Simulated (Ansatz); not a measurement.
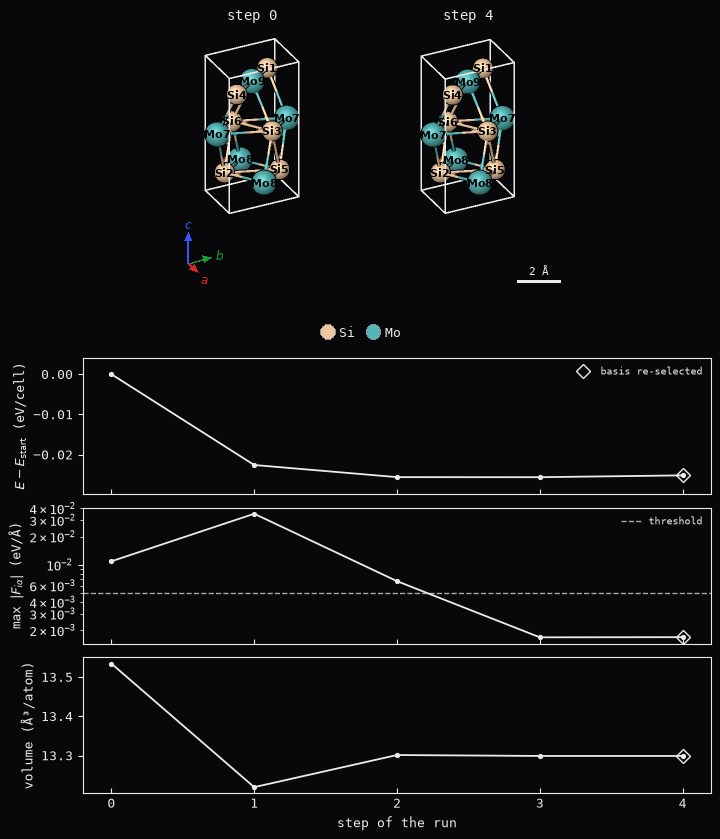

First and last geometry of a relaxation of a crystal of Si2Mo (built on the database structure type), with the history of the run. The picture is a ball-and-stick view of the cell of the calculation, seen slightly off an axis.

Computed with Ansatz 0.2.0, DFT, r2SCAN, plane waves, PAW. Set-up: plane-wave cutoff 500 eV; k-point mesh 6 × 6 × 4; occupations fermi dirac; smearing width 0.02 eV; no spin polarisation; cell and atoms relaxed; force threshold 0.005 eV/Å.

**Read the history and describe the run.**

It converged. The atoms keep their places relative to the cell (all moves are under 0.005 Å). The drawn cell changes as follows: a = b 4.613 → 4.584 Å (−0.6 %), c 6.610 → 6.577 Å (−0.5 %); the volume changes by −1.7 %. Among the contacts that change: Si1–Si4 2.620 → 2.602 Å, Si1–Mo9 2.653 → 2.636 Å, Si1–Mo9 (another image) 2.685 → 2.669 Å, Si1–Si4 (another image) 2.685 → 2.669 Å. The space group stays P6_222 (No. 180). After 3 accepted moves (4 points after the start) the energy has fallen by 25.1 meV per cell of the calculation. The largest force component goes from 0.011 to 0.0017 eV/Å. Pressure: −3.73 GPa at the start and 0.00 GPa at the end. The SCF was repeated once at an unchanged geometry on a basis and grid sized afresh for the cell, which shifted the energy by 0.5 meV per cell of the calculation at most. Cost: 73 s on 1 thread of AMD EPYC 7R13 Processor (Zen 3), with other jobs on the host, peak memory 0.78 GiB.
